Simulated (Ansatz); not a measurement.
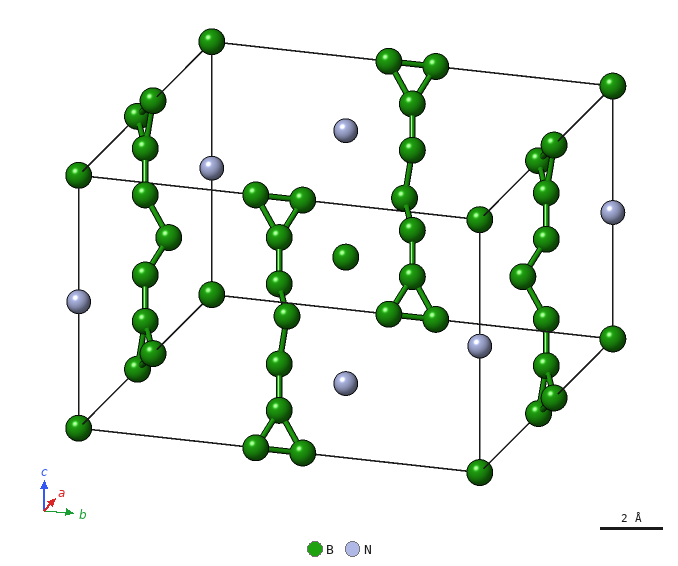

The structure above is drawn in ball-and-stick style and viewed from a general direction. The conventional unit cell is drawn as a box. Cell: a = 13.787 Å, b = 13.787 Å, c = 8.751 Å, α = 90.00°, β = 90.00°, γ = 90.00°.

In words:

Formula: B₉N. Space group: I4/mmm (No. 139). Lattice: body-centred tetragonal. The cell comprises 2 formula units: 18 B, 2 N. B takes three kinds of site: 8i with three B in a trigonal pyramidal arrangement at about 1.6 Å; 8g with three B at about 1.6 Å; 2a with no bonds drawn. The bonds build B chains along [001]; some B and N atoms stand without bonds in the drawing.

Provenance: a structure listed in the Materials Project. It is drawn as it came out of a relaxation with DFT PBE+D3(BJ), scalar-relativistic, plane waves, PAW in Ansatz.
